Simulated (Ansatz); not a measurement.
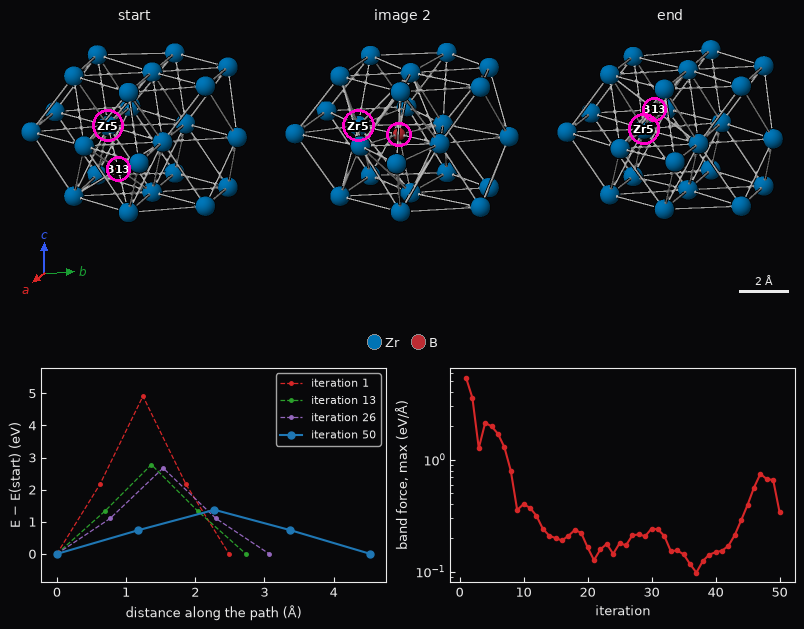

A nudged-elastic-band calculation for Zr with an interstitial B (13 atoms in the cell). Images are numbered from 0 (start) to 4 (end). The plot follows the band through its iterations. The picture is a ball-and-stick view of the atoms within 4.9 Å of the middle of the path, seen slightly off an axis. The atoms that move most are ringed. Bonds to atoms that aren't drawn are left out.

Level of theory: DFT PBE, scalar-relativistic, plane waves, PAW in Ansatz. Set-up: plane-wave cutoff 420 eV; k-point mesh 3 × 2 × 3; Gaussian smearing 0.1 eV; 3 movable images; climbing image; force threshold 0.05 eV/Å; iteration limit 50; optimiser FIRE; largest step 0.5 Å.

Question: Judge this run.

Answer: The result isn't final. The band hadn't converged when the run stopped after 50 iterations. The largest component of the band force went from 5.4 to 0.34 eV/Å. The barrier read from it is provisional: over the last two iterations the highest image moved from 1.66 eV to 1.37 eV. The step length is far from the usual. The first iteration put the highest image at 4.91 eV. The two ends have the same energy, and the highest point, image 2, lies 1.37 eV above the start.

Limits of the set-up: the periodic images lie only 5.1 Å apart, so the values are limited by the cell's size.

Cost: 21 min on 4 threads of Arm Neoverse V1, with other jobs on the host, peak memory 1.5 GiB.
